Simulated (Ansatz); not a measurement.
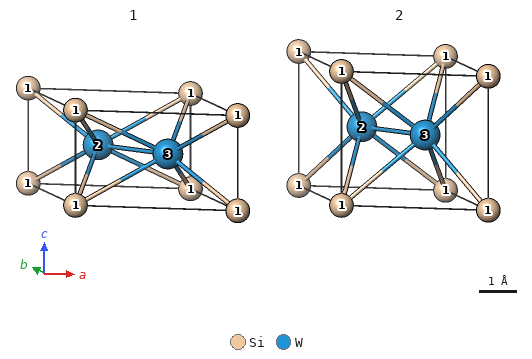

Two geometries of a crystal of SiW₂ (a generated structure, set up in P6/mmm) (coarse preliminary run), drawn at one scale. One is the start of a relaxation, the other its converged end. A ball-and-stick model of the cell of the calculation, seen slightly off an axis.

Theory: DFT PBE, scalar-relativistic, plane waves, PAW in Ansatz. (plane-wave cutoff 420 eV; k-point mesh 6 × 6 × 6; occupations gaussian; smearing width 0.1 eV; no spin polarisation; cell and atoms relaxed; force threshold 0.04 eV/Å; at most 70 steps)

Which of the two is the end point?

Structure 1 is the relaxed one. Over 9 accepted moves (10 points after the start) the energy falls by 2.112 eV per cell of the calculation. All forces vanish by symmetry, so only the cell relaxes. The pressure goes from 5.06 to 0.07 GPa. The SCF was repeated once at an unchanged geometry on a basis and grid sized afresh for the cell, which shifted the energy by 2.2 meV per cell of the calculation at most. The atoms keep their places relative to the cell (all moves are under 0.005 Å). The volume changes by −13.1 %, with a = b 4.124 → 4.558 Å (+10.5 %), c 3.693 → 2.626 Å (−28.9 %). Among the contacts that change: Si1–Si1 3.693 → 2.626 Å, W2–W2 3.693 → 2.626 Å, W2–W3 2.381 → 2.631 Å, Si1–W2 3.013 → 2.941 Å. The space group stays P6/mmm (No. 191).
